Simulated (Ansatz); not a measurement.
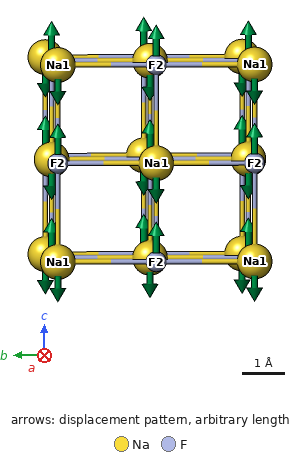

The lowest optical mode of solid NaF (a generated structure), space group Fm-3m (No. 225), at the zone centre. The green arrows are the displacements of the atoms (eigenvector over the root of the mass), of arbitrary overall length and sign. Style: ball-and-stick. Shown: the conventional cell (4 times the calculation's cell), from a free direction. Lengths and directions refer to the drawn axes.

Theory: DFT PBE, scalar-relativistic, plane waves, PAW (Ansatz 0.2.0). Set-up: plane-wave cutoff 420 eV; k-point mesh 8 × 8 × 8; occupations fixed; no spin polarisation.

Frequencies are those without the non-analytic (LO–TO) term.

Q: Is the structure stable against all modes at this point?

A: Yes: this softest mode has a real frequency, and so have all others here. That speaks for this wave vector alone: the rest of the zone wasn't checked in this run. This is the T₁u mode (triply degenerate; one member of the set is drawn) at 224 cm⁻¹, the only optical level, infrared-active by symmetry. The F sublattice moves against the Na sublattice, along c; it stretches the shortest F–Na bonds (2.35 Å); the kinetic energy is shared as F 55 %, Na 45 %. Its infrared intensity is 6.9 (D/Å)²/amu for the set. The value is the transverse one; the longitudinal partner lies at 389 cm⁻¹.
